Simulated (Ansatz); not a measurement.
**Al₂Pt: 7 runs along one coordinate**

System: Al₂Pt (3 atoms in the cell).
Method: Kohn-Sham DFT of a periodic cell, PBE, all-electron LAPW, scalar-relativistic, no spin polarisation (Ansatz 0.2.0).

The 7 runs differ only in the geometry, by an even scaling of the cell at fixed fractional positions. The structure derives from an entry of the Crystallography Open Database.

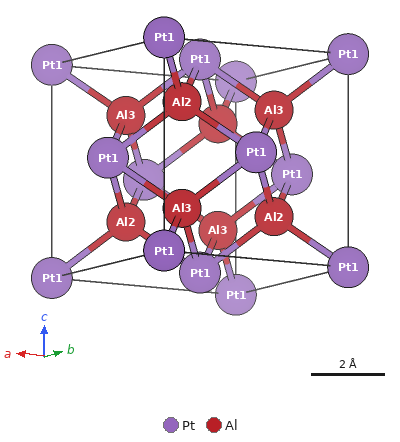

Figure 1. The structure of run 4 (ball-and-stick view of the cell 4 times as large as that of the calculation, set on its symmetry axes, seen at an oblique angle; atoms are numbered from 1 in the order of the input).

### Input of run 4
```yaml
crystal:
  lattice:
    - [0.0, 2.955, 2.955]
    - [2.955, 0.0, 2.955]
    - [2.955, 2.955, 0.0]
  atoms:
    - { symbol: Pt, position: [0.0, 0.0, 0.0] }
    - { symbol: Al, position: [0.75, 0.75, 0.75] }
    - { symbol: Al, position: [0.25, 0.25, 0.25] }
kpoints:
  mp_grid: { grid: [8, 8, 8] }
scf:
  occupations: { method: fermi_dirac, width: 0.05 }
hamiltonian:
  xc: pbe
  pseudopotentials: { kind: all_electron, lapw: { basis_error: 0.001 } }
output:
  forces: true
  stress: true
  eigenvalues: true
```

Command:
```bash
ansatz run input.yaml --threads 2 --pin off --max-ram 6144MiB --backend cpu --events-out ev --progress --plain --runs-dir out
```

Run 5 differs from it as follows:
```diff
-    - [0.0, 2.955, 2.955]
-    - [2.955, 0.0, 2.955]
-    - [2.955, 2.955, 0.0]
+    - [0.0, 2.9745701068, 2.9745701068]
+    - [2.9745701068, 0.0, 2.9745701068]
+    - [2.9745701068, 2.9745701068, 0.0]
```

### Results, with one run withheld

```csv
run,volume per atom (Å³),"free energy per atom, from the lowest run given (meV)",pressure (GPa)
1,16.170,46.12,12.37
2,16.514,23.55,8.72
3,16.858,8.43,5.43
4,17.202,0.00,2.48
5,17.546,?,?
6,17.890,0.55,−2.55
7,18.234,8.37,−4.68
```

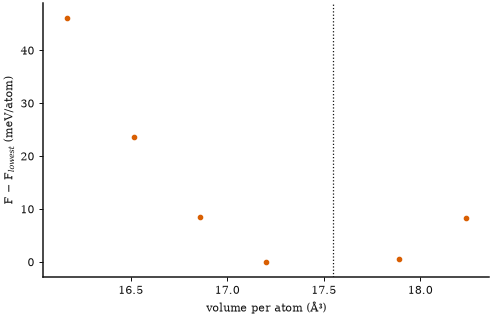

Figure 2. Free energy per atom of the runs given; the dotted line marks run 5.

What should run 5 give?

A cubic polynomial in V^(−2/3) (the Birch–Murnaghan form), fitted to the 6 runs given, misses them by under 0.01 meV per atom. With x = V^(−2/3) − 0.15055 Å⁻², it reads F = 1.4599 + 3364.5 x + 7.2897e+05 x² + 1.0913e+06 x³ (meV per atom). At run 5 it gives −2.42 meV per atom, and the run itself gives −2.43. The slope of the fit gives a pressure −dF/dV of −0.17 GPa there, and the run prints −0.17 GPa. The fit has its minimum at 17.522 Å³ per atom, where V d²F/dV² gives 129 GPa: the bulk modulus at this level, since symmetry fixes the shape and the positions.

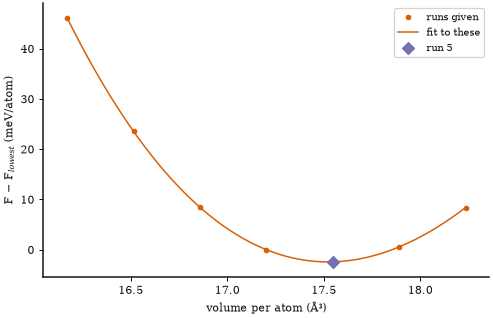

Figure 3. The fit and the withheld run.

### Output, shortened to warnings, some set-up lines, iterations and results (run 5)
```
Basis set: ecut = 252.41161376440013 eV, 531 PW (Γ), exchange–correlation at level 2
Symmetry: 48 space group operations
k-points: 29 of 512
Initial density: superposition of atomic densities (chi_scale 0.1, normalization cell, long waves kept (reshape's long-wave potential 0.00 eV rms))
[...]
SCF iter   1: F=—  HF=-514175.498049 eV  |F-HF|=—  |Δ(HF+E_count)|=         —  Δρ=2.61e-2  dr2=2.05e-1  ethr=3.19e-4  ⟨swp⟩=2.7  Hψ=7305  notcnv=0
SCF iter   2: F=—  HF=-514175.383331 eV  |F-HF|=—  |Δ(HF+E_count)|=   1.15e-1  Δρ=7.51e-3  dr2=4.81e-2  ethr=3.19e-4  ⟨swp⟩=3.0  Hψ=3499  notcnv=0
SCF iter   3: F=—  HF=-514175.027353 eV  |F-HF|=—  |Δ(HF+E_count)|=   3.56e-1  Δρ=4.31e-3  dr2=6.00e-3  ethr=7.51e-5  ⟨swp⟩=3.0  Hψ=3559  notcnv=0
SCF iter   4: F=—  HF=-514175.011884 eV  |F-HF|=—  |Δ(HF+E_count)|=         —  Δρ=1.67e-3  dr2=1.02e-3  ethr=9.37e-6  ⟨swp⟩=2.0  Hψ=3154  notcnv=0
SCF iter   5: F=—  HF=-514175.011547 eV  |F-HF|=—  |Δ(HF+E_count)|=   3.37e-4  Δρ=3.99e-4  dr2=7.05e-5  ethr=1.10e-7  ⟨swp⟩=2.0  Hψ=5444  notcnv=0
SCF iter   6: F=—  HF=-514175.011592 eV  |F-HF|=—  |Δ(HF+E_count)|=   4.57e-5  Δρ=4.68e-5  dr2=1.15e-6  ethr=1.10e-7  ⟨swp⟩=3.0  Hψ=3260  notcnv=0
SCF iter   7: F=—  HF=-514175.011593 eV  |F-HF|=—  |Δ(HF+E_count)|=   2.22e-7  Δρ=1.03e-5  dr2=5.41e-8  ethr=1.80e-9  ⟨swp⟩=3.0  Hψ=3266  notcnv=0
SCF iter   8: F=-514175.011593 eV  HF=-514175.011593 eV  |F-HF|=4.83e-9  |Δ(HF+E_count)|=   3.33e-8  Δρ=3.57e-6  dr2=5.53e-9  ethr=8.45e-11  ⟨swp⟩=2.6  Hψ=3176  notcnv=0
SCF 1 converged in 8 iterations: F = -514175.011593 eV  dr2 = 5.53e-9
SCF converged after 8 iterations
Free energy (F): -514175.011593 eV
Harris-Foulkes:  -514175.011593 eV  (|F-HF|=4.83e-9)
Internal energy: -514174.998815 eV  (E = F + TS)
E sigma→0 (E₀):  -514175.005204 eV
Entropy (-TS):   -0.012778 eV (-4.259 meV/atom)
Fermi energy:    13.814240 eV
--- Per-component energies (eV) ---
  E_band       = -4864.024418
  E_kinetic    = 582135.244998
  E_xc         = -10708.884007
  E_electrostatic = -1085601.359806  (all electrons and nuclei)
  E_smearing   = -0.012778  (= −TS)
  E_closure    = 0.000000  (closes the sum)
  E_atoms      = -514158.783678  (free atoms, spherical and without spin; not in F)
  Σ components = -514175.011593   (vs F -514175.011593, Δ=0.00e0)
  Basis errors (estimates in eV, not in F): energy 3.8e-4 per atom: plane waves 3.4e-4 (1.9e-4 summed), levels above the bands 1.7e-57, relativity 3.1e-8, radial functions 3.9e-5, core shells 3.9e-8; eigenvalues (radial functions only) 1.5e-6; not estimated: angular momenta, meshes, grids; target …
--- Forces (eV/Å), atoms counted from 1 ---
  atom   1  Pt    -0.00000000     0.00000000     0.00000000
  atom   2  Al    -0.00000000     0.00000000     0.00000000
  atom   3  Al     0.00000000     0.00000000     0.00000000
  max |Σ_I F_I| component: 1.16e-18 eV/Å
--- Stress (GPa, compression-positive) ---
       -0.169054       0.000000       0.000000
        0.000000      -0.169054       0.000000
        0.000000       0.000000      -0.169054
  P = ⅓ Tr σ = -0.1691 GPa (-1.691 kbar)
```

Notes: Spin–orbit coupling is left out, which matters for Pt.
